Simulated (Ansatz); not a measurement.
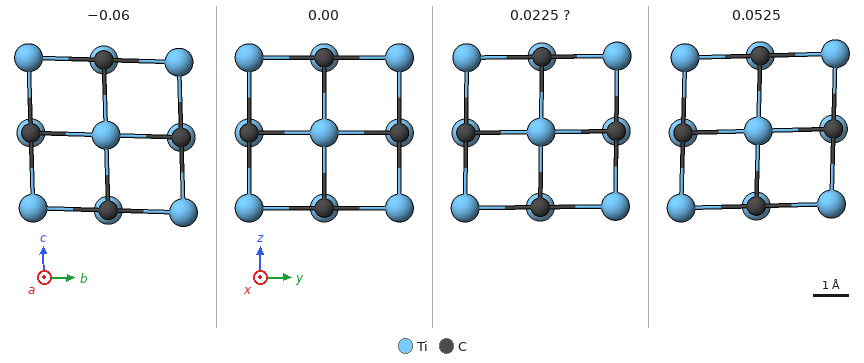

Energy scan for solid TiC (Fm-3m), in which the cell is strained in shear in the yz plane, with the atoms kept at their fractional coordinates. x, y and z are the Cartesian axes of the input. A ball-and-stick model of the conventional cell (4 times the calculation's cell), seen along the a axis. Lengths and directions refer to the drawn axes.

Theory: DFT PBE, scalar-relativistic, plane waves, PAW (Ansatz 0.2.0). Settings: plane-wave cutoff 420 eV; k-point mesh 24 × 24 × 24; occupations gaussian; smearing width 0.15 eV; no spin polarisation. Energies (free energies at the smearing named) are counted from the relaxed crystal.

| engineering shear strain | E − E(ref) (meV/atom) |
| --- | --- |
| −0.0600 | 19.3 |
| −0.0300 | 4.8 |
| 0.0000 | 0.0 |
| 0.0075 | 0.3 |
| 0.0150 | 1.2 |
| 0.0225 | ? |
| 0.0375 | 7.5 |
| 0.0450 | 10.9 |
| 0.0525 | 14.8 |

**One row is withheld. What is its energy?**

A straight line between the two neighbours gives 3.3 meV/atom. A cubic through the four nearest rows (0.0075, 0.0150, 0.0375, 0.0450) gives, with Lagrange weights, (−0.3000)(0.3) + (1.0000)(1.2) + (0.5000)(7.5) + (−0.2000)(10.9) = 2.7 meV/atom. The calculation gives 2.7 meV/atom, so the cubic is right to the digits shown and the straight line 0.6 meV/atom too high, as the curve bends upwards here.

The whole profile:

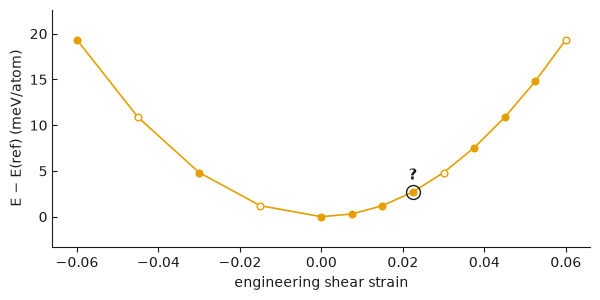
